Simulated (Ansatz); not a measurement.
## From F to Br

System: F (C2/m, 4 atoms in the cell).
Method of the first run: DFT PBE+D3(BJ), scalar-relativistic, plane waves, PAW, no spin polarisation (Ansatz 0.2.0).
System of the second run: Br (4 atoms in the cell).

On the first run: The structure derives from an entry of the Crystallography Open Database. On the second run: The structure was made by swapping elements on the sites of another compound; it need not be a known phase. It belongs to a series of runs on one base structure; here: F -> Br on all its sites, cell and atoms relaxed. Text and figures count atoms from 1; the logs count them from 0 in places.

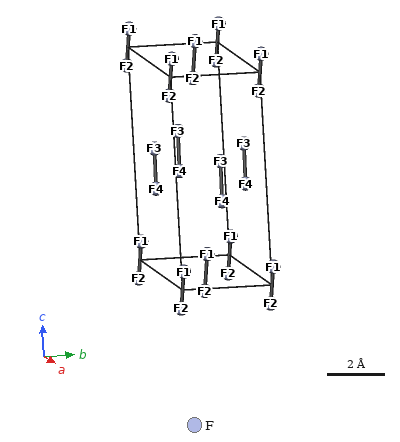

**Figure 1.** The starting structure (ball-and-stick view of the cell 2 times as large as that of the calculation, set on its symmetry axes, seen slightly off an axis; atoms are numbered from 1 in the order of the input). Near neighbours in the crystal (not all of them lie inside the picture): F has 1 F at 1.42 Å.

**The input, the first run**
```yaml
crystal:
  lattice:
    - [2.7570591523, -1.6334262642, -0.0038497791]
    - [2.7570591523, 1.6334262642, -0.0038497791]
    - [-1.5499203391, 0.0, 7.3296280274]
  atoms:
    - { symbol: F, position: [0.0545768178, 0.0545768178, 0.0943041537] }
    - { symbol: F, position: [0.9454231822, 0.9454231822, 0.9056958463] }
    - { symbol: F, position: [0.5085880186, 0.5085880186, 0.5956218074] }
    - { symbol: F, position: [0.4914119814, 0.4914119814, 0.4043781926] }
basis:
  ecutwfc: 420
kpoints:
  mp_grid: { grid: [8, 8, 4] }
hamiltonian:
  xc: pbe
  dispersion: d3bj
scf:
  occupations: { method: gaussian, width: 0.02 }
output:
  forces: true
  stress: true
  eigenvalues: true
relax:
  adjacent_minimum: "off"
  f_tol: 0.005
  max_steps: 80
  cell: { stress_tol: 0.05 }
```

Launched with:
```bash
ansatz run input.yaml --threads 1 --pin off --max-ram 2560MiB --backend cpu --events-out ev --progress --plain --runs-dir out
```

Hardware: 1 thread of Arm Neoverse V1, 24 GiB of memory available, shared host.

**Output, shortened to warnings, some set-up lines, iterations and results (the first run)**
```
Basis set: ecut = 420 eV, 1313 PW (Γ), exchange–correlation on 48×48×108 points (8 copies of the dense FFT grid, shifted against one another)
Symmetry: 4 space group operations
k-points: 78 of 256
Initial density: superposition of atomic densities (neutral atoms: chi_scale 0, normalization atom), corrected by the library's trained network
[...]
SCF iter   1: F=—  HF=-3222.537455 eV  |F-HF|=—  |Δ(HF+E_count)|=         —  Δρ=2.65e-3  dr2=1.97e-3  ethr=1.77e-3  ⟨swp⟩=5.3  Hψ=6556  notcnv=0
SCF iter   2: F=—  HF=-3222.538686 eV  |F-HF|=—  |Δ(HF+E_count)|=   1.23e-3  Δρ=1.17e-3  dr2=1.90e-4  ethr=7.05e-6  ⟨swp⟩=2.4  Hψ=3203  notcnv=0
SCF iter   3: F=—  HF=-3222.539378 eV  |F-HF|=—  |Δ(HF+E_count)|=   6.92e-4  Δρ=3.92e-4  dr2=2.50e-5  ethr=6.78e-7  ⟨swp⟩=2.6  Hψ=2539  notcnv=0
SCF iter   4: F=—  HF=-3222.539490 eV  |F-HF|=—  |Δ(HF+E_count)|=   1.12e-4  Δρ=6.10e-5  dr2=6.19e-7  ethr=8.93e-8  ⟨swp⟩=2.1  Hψ=2453  notcnv=0
SCF iter   5: F=-3222.539493 eV  HF=-3222.539493 eV  |F-HF|=3.71e-8  |Δ(HF+E_count)|=   2.07e-6  Δρ=1.16e-5  dr2=1.86e-8  ethr=2.21e-9  ⟨swp⟩=2.0  Hψ=2180  notcnv=0
[... 297 lines ...]
SCF iter   3: F=—  HF=-3222.549977 eV  |F-HF|=—  |Δ(HF+E_count)|=   4.63e-5  Δρ=7.61e-6  dr2=4.55e-9  ethr=1.69e-10  ⟨swp⟩=2.0  Hψ=2423  notcnv=0
SCF iter   4: F=—  HF=-3222.549979 eV  |F-HF|=—  |Δ(HF+E_count)|=   1.66e-6  Δρ=6.42e-7  dr2=6.37e-11  ethr=1.63e-11  ⟨swp⟩=2.0  Hψ=2424  notcnv=0
SCF iter   5: F=-3222.549979 eV  HF=-3222.549979 eV  |F-HF|=3.01e-10  |Δ(HF+E_count)|=   3.51e-9  Δρ=1.95e-7  dr2=8.38e-12  ethr=1.00e-12  ⟨swp⟩=4.0  Hψ=4431  notcnv=0
SCF 39 converged in 5 iterations: F = -3222.549979 eV  dr2 = 8.38e-12
relax step  39: F+E_penalty+E_count = -3222.54997887 eV  Δ(F+E_penalty+E_count) = -9.011e-4 eV  max|allowed force component| = 2.570e-3 eV/Å  Δτ_max = 0.0000 Å  P = +0.011 …
basis re-selected at this cell: Δ(F+E_penalty+E_count) = -9.011e-4 eV, ΔP = +0.022 GPa vs the last step (what re-selecting the basis moved, of the pressure what is left beyond the Pulay correction that the steps carried, after the strain that the cell walked since its last selection, with what the …
SCF converged after 5 iterations
Free energy (F): -3222.549979 eV
Harris-Foulkes:  -3222.549979 eV  (|F-HF|=3.01e-10)
Internal energy: -3222.549979 eV  (E = F + TS)
E sigma→0 (E₀):  -3222.549979 eV
Fermi energy:    -2.646137 eV
--- Per-component energies (eV) ---
  E_band       = -343.127383
  E_kinetic    = 807.339093
  E_local      = -2948.081309  (includes V_loc(G=0)·N_el)
  E_nonlocal   = 293.551039
  E_hartree    = 1080.611591
  E_xc         = -312.384269
  E_vxc        = -400.031071  (∫ρ·V_xc dr)
  E_paw        = -796.401127  (= ΣΔE_a)
  E_vpaw       = -257.136292  (= ΣTr[D̂ρ^β])
  E_aug_tail   = 0.007944  (compensation charges beyond the density's cutoff)
  E_ewald      = -1347.087640
  E_disp       = -0.105299  (pairwise vdW)
  E_smearing   = -0.000000  (= −TS)
  E_closure    = 0.000000  (closes the sum)
  Σ components = -3222.549979   (vs F -3222.549979, Δ=0.00e0)
--- Forces (eV/Å), atoms counted from 1 ---
  atom   1  F     -0.00118830     0.00000000    -0.00107550
  atom   2  F      0.00118830    -0.00000000     0.00107550
  atom   3  F      0.00056754    -0.00000000    -0.00256955
  atom   4  F     -0.00056754     0.00000000     0.00256955
  max |Σ_I F_I| component: 3.25e-19 eV/Å
--- Stress (GPa, compression-positive) ---
        0.040302       0.000000      -0.022274
        0.000000       0.003608       0.000000
       -0.022270       0.000000      -0.012014
  P = ⅓ Tr σ = 0.0106 GPa (0.106 kbar)
--- Relaxed structure (28 steps of the walk, 24 accepted, 11 SCFs on fresh bases) ---
  F+E_penalty+E_count = -3222.54997887 eV   max|allowed force component| = 2.570e-3 eV/Å   (the final SCF, on the basis selected at the relaxed cell)
  cell:  # Å, volume = 69.8946 Å³
    - [2.937542655026248, -1.693420381925414, -0.12758178523348646]
    - [2.937542655026248, 1.693420381925414, -0.12758178523348646]
    - [-1.9806274822394676, -5.651203434565255e-18, 7.111319614898441]
  atoms:
    - { symbol: F, position: [0.07798396559582524, 0.07798396559582524, 0.09490610397838821] }
[...]
```

For the second run the input was changed thus:
```diff
-    - [2.7570591523, -1.6334262642, -0.0038497791]
-    - [2.7570591523, 1.6334262642, -0.0038497791]
-    - [-1.5499203391, 0.0, 7.3296280274]
+    - [3.6005013902, -2.0268165212, -0.2786395861]
+    - [3.6005013902, 2.0268165212, -0.2786395861]
+    - [-2.7049764438, 0.0, 9.145219833]
-    - { symbol: F, position: [0.0545768178, 0.0545768178, 0.0943041537] }
-    - { symbol: F, position: [0.9454231822, 0.9454231822, 0.9056958463] }
-    - { symbol: F, position: [0.5085880186, 0.5085880186, 0.5956218074] }
-    - { symbol: F, position: [0.4914119814, 0.4914119814, 0.4043781926] }
+    - { symbol: Br, position: [0.1328601563, 0.1328601563, 0.1175256626] }
+    - { symbol: Br, position: [0.8671398437, 0.8671398437, 0.8824743374] }
+    - { symbol: Br, position: [0.482538123, 0.482538123, 0.6179732815] }
+    - { symbol: Br, position: [0.517461877, 0.517461877, 0.3820267185] }
-  f_tol: 0.005
-  max_steps: 80
-  cell: { stress_tol: 0.05 }
+  f_tol: 0.01
+  max_steps: 60
+  cell: { stress_tol: 0.1 }
```

What does this change do to the results?

The total energies belong to different systems, so their difference says nothing on which is more stable or more accurate. The gap on the mesh goes from 2.85 to 0.60 eV. The volume per atom goes from 17.47 to 32.40 Å³. The SCF takes 26 iterations over all geometry steps against 229. On the same kind of shared host the second run took about 0.25 times as long.

**Output, shortened to warnings, some set-up lines, iterations and results (the second run)**
```
Basis set: ecut = 420 eV, 2525 PW (Γ), exchange–correlation on 60×60×128 points (8 copies of the dense FFT grid, shifted against one another)
Symmetry: 4 space group operations
k-points: 78 of 256
Initial density: superposition of atomic densities (neutral atoms: chi_scale 0, normalization atom), corrected by the library's trained network
[...]
SCF iter   1: F=—  HF=-11133.364392 eV  |F-HF|=—  |Δ(HF+E_count)|=         —  Δρ=2.40e-3  dr2=5.75e-3  ethr=1.77e-3  ⟨swp⟩=7.0  Hψ=8555  notcnv=0
SCF iter   2: F=—  HF=-11133.365715 eV  |F-HF|=—  |Δ(HF+E_count)|=   1.32e-3  Δρ=1.20e-3  dr2=1.54e-3  ethr=2.05e-5  ⟨swp⟩=2.2  Hψ=3419  notcnv=0
SCF iter   3: F=—  HF=-11133.365948 eV  |F-HF|=—  |Δ(HF+E_count)|=   2.33e-4  Δρ=1.71e-4  dr2=5.08e-5  ethr=5.49e-6  ⟨swp⟩=2.4  Hψ=2527  notcnv=0
SCF iter   4: F=—  HF=-11133.365998 eV  |F-HF|=—  |Δ(HF+E_count)|=   4.95e-5  Δρ=5.74e-5  dr2=7.76e-6  ethr=1.81e-7  ⟨swp⟩=2.8  Hψ=2829  notcnv=0
SCF iter   5: F=—  HF=-11133.366005 eV  |F-HF|=—  |Δ(HF+E_count)|=   7.32e-6  Δρ=1.58e-5  dr2=5.56e-7  ethr=2.77e-8  ⟨swp⟩=2.3  Hψ=2320  notcnv=0
[... 24 lines ...]
SCF iter   6: F=-11133.366350 eV  HF=-11133.366350 eV  |F-HF|=3.64e-12  |Δ(HF+E_count)|=  3.64e-12  Δρ=2.76e-9  dr2=9.91e-15  ethr=1.00e-12  ⟨swp⟩=1.0  Hψ=1404  notcnv=0
SCF iter   7: F=-11133.366350 eV  HF=-11133.366350 eV  |F-HF|=5.46e-12  |Δ(HF+E_count)|=  1.82e-12  Δρ=7.99e-10  dr2=5.84e-16  ethr=1.00e-12  ⟨swp⟩=1.0  Hψ=1404  notcnv=0
SCF iter   8: F=-11133.366350 eV  HF=-11133.366350 eV  |F-HF|=1.82e-12  |Δ(HF+E_count)|=  1.82e-12  Δρ=1.99e-10  dr2=4.10e-17  ethr=1.00e-12  ⟨swp⟩=1.8  Hψ=3228  notcnv=0
SCF 4 converged in 8 iterations: F = -11133.366350 eV  dr2 = 4.10e-17
relax step   4: F+E_penalty+E_count = -11133.36634990 eV  Δ(F+E_penalty+E_count) = +4.784e-5 eV  max|allowed force component| = 6.159e-3 eV/Å  Δτ_max = 0.0000 Å  P = -0.006 …
basis re-selected at this cell: Δ(F+E_penalty+E_count) = +4.784e-5 eV, ΔP = +0.000 GPa vs the last step (what re-selecting the basis moved, of the pressure what is left beyond the Pulay correction that the steps carried, after the strain that the cell walked since its last selection, with what the …
SCF converged after 8 iterations
Free energy (F): -11133.366350 eV
Harris-Foulkes:  -11133.366350 eV  (|F-HF|=1.82e-12)
Internal energy: -11133.366350 eV  (E = F + TS)
E sigma→0 (E₀):  -11133.366350 eV
Fermi energy:    2.797435 eV
--- Per-component energies (eV) ---
  E_band       = -100.129355
  E_kinetic    = 526.803724
  E_local      = -902.752943  (includes V_loc(G=0)·N_el)
  E_nonlocal   = 281.177285
  E_hartree    = 224.529568
  E_xc         = -1051.714473
  E_vxc        = -406.509399  (∫ρ·V_xc dr)
  E_paw        = -8988.023859  (= ΣΔE_a)
  E_vpaw       = -47.907158  (= ΣTr[D̂ρ^β])
  E_aug_tail   = 0.000000  (compensation charges beyond the density's cutoff)
  E_ewald      = -1222.501375
  E_disp       = -0.884277  (pairwise vdW)
  E_smearing   = -0.000000  (= −TS)
  E_closure    = -0.000000  (closes the sum)
  Σ components = -11133.366350   (vs F -11133.366350, Δ=0.00e0)
--- Forces (eV/Å), atoms counted from 1 ---
  atom   1  Br    -0.00311781     0.00000000     0.00358871
  atom   2  Br     0.00311781     0.00000000    -0.00358871
  atom   3  Br     0.00338214     0.00000000    -0.00615890
  atom   4  Br    -0.00338214     0.00000000     0.00615890
  max |Σ_I F_I| component: 4.34e-19 eV/Å
--- Stress (GPa, compression-positive) ---
        0.018054       0.000000       0.013537
        0.000000       0.006430      -0.000000
        0.013537      -0.000000      -0.042136
  P = ⅓ Tr σ = -0.0059 GPa (-0.059 kbar)
--- Relaxed structure (3 steps of the walk, 3 accepted, 1 SCFs on fresh bases) ---
  F+E_penalty+E_count = -11133.36634990 eV   max|allowed force component| = 6.159e-3 eV/Å   (the final SCF, on the basis selected at the relaxed cell)
  cell:  # Å, volume = 129.6139 Å³
    - [3.6055914095250654, -2.0111260628838656, -0.28619680348850013]
    - [3.6055914095250654, 2.0111260628838656, -0.28619680348850013]
    - [-2.7273338295301546, 8.262062702783189e-19, 9.153772093456203]
  atoms:
    - { symbol: Br, position: [0.13324154686602055, 0.13324154686602055, 0.11758632881084802] }
[...]
```

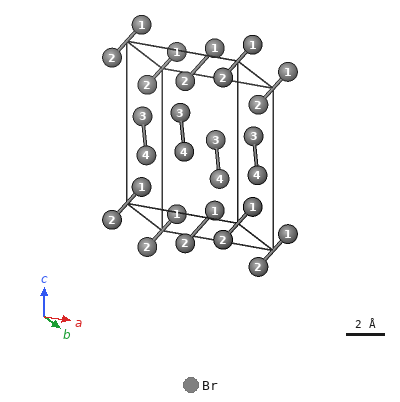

**Figure 2.** The input structure of the second run (ball-and-stick view of the cell 2 times as large as that of the calculation, set on its symmetry axes, seen at an oblique angle; atoms are numbered from 1 in the order of the input).

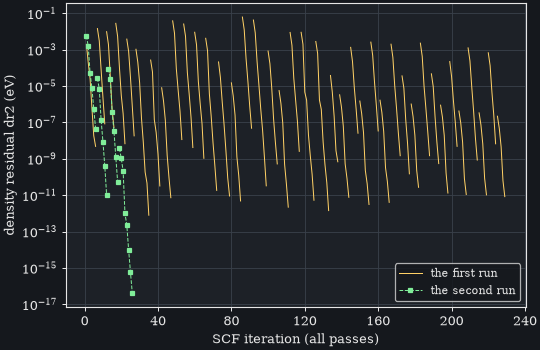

**Figure 3.** Convergence of the two runs: density residual dr2 against the SCF iteration. A break in a curve parts two SCF passes. The first run takes 229 iterations in all, and the second run takes 26.

**The two runs side by side**

| quantity | the first run | the second run |
| --- | --- | --- |
| outcome | converged | converged |
| free energy per atom (eV) | −805.6375 | −2783.3416 |
| gap on the mesh (eV) | 2.85 | 0.60 |
| pressure (GPa) | 0.01 | −0.01 |
| volume per atom (Å³) | 17.47 | 32.40 |
| largest force (eV/Å) | 0.003 | 0.007 |
| SCF iterations | 229 | 26 |
| irreducible k-points | 78 | 78 |
| wall time (shared host) | 2.8 min | 42 s |
